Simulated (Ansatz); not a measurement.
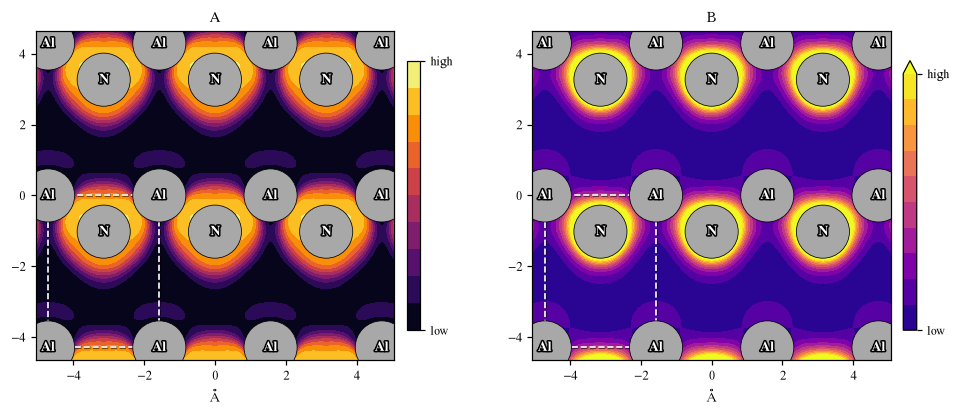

AlGaN2: 2 fields on the (010) plane of the conventional cell, with unlabelled colour scales. Grey discs cover the atomic cores.

Space group P-4m2; a structure from a database of computed crystals, not necessarily the ambient phase; changed on purpose from its base cell (strain +0.000 along x and y, -0.030 along z, atoms carried along); computed pressure about 6 GPa in this cell.

Method: Ansatz 0.2.0, DFT r2SCAN, scalar-relativistic, plane waves, PAW.

Question: The panels show electron localisation function and valence pseudo-density in some order. Assign them.

Answer: Panel A: electron localisation function. Panel B: valence pseudo-density. From the grid: Al–N (1.87 Å): the density is about 0.72 e/Å³ at the midpoint; the ELF peaks at about 0.90 between the atoms: a polar covalent bond.
